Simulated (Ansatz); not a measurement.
Here is a crystal structure:

```
CELL_PARAMETERS angstrom
2.83968 0.00000 0.00000
0.00000 4.68126 0.00000
0.00000 0.00000 4.90074
ATOMIC_POSITIONS crystal
Ti 0.00000 0.50000 0.16592
Al 0.50000 0.50000 0.66727
Al 0.50000 0.00000 0.33091
Al 0.00000 0.00000 0.83590
```

Question: Say what kind of structure these coordinates give.

Answer: The structure is one of TiAl₃. It belongs to space group Pmm2 (No. 25) and has a primitive orthorhombic lattice. Content of the cell: 1 Ti, 3 Al (Z = 1). Each Ti has ten Al and two Ti in an anticuboctahedral arrangement (2.83 to 2.85 Å to Al, 2.84 Å to Ti). Al takes three kinds of site: 1d with eight Al and four Ti in an anticuboctahedral arrangement (2.84 to 2.86 Å to Al, 2.83 to 2.84 Å to Ti); 1c with eight Al and four Ti in an anticuboctahedral arrangement (2.81 to 2.86 Å to Al, 2.85 Å to Ti); 1a with ten Al and two Ti in an anticuboctahedral arrangement (2.81 to 2.86 Å to Al, 2.85 Å to Ti). The bonds build a three-dimensional framework.

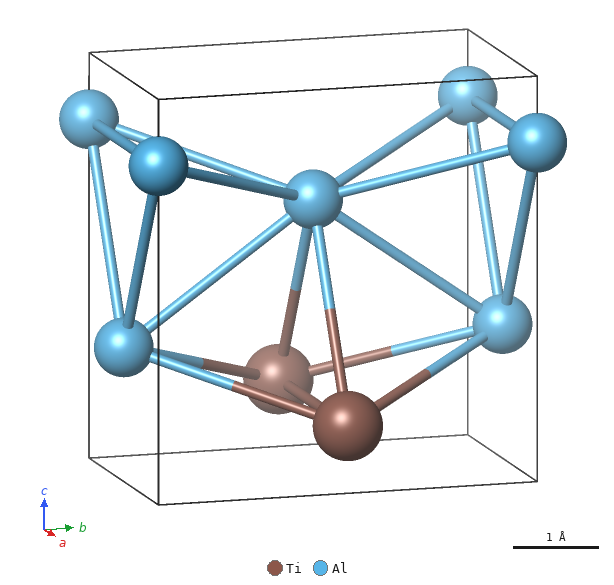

Drawn in the ball-and-stick manner and seen slightly off an axis. The frame is the conventional unit cell; atoms at its boundary are shown with their periodic copies.

Starting structure: a structure listed in the Materials Project. Earlier steps of the study, as a rule a relaxation of our own, may have changed the cell and positions, so they can lie some per cent off the listed ones. It was run through Ansatz as a DFT input.
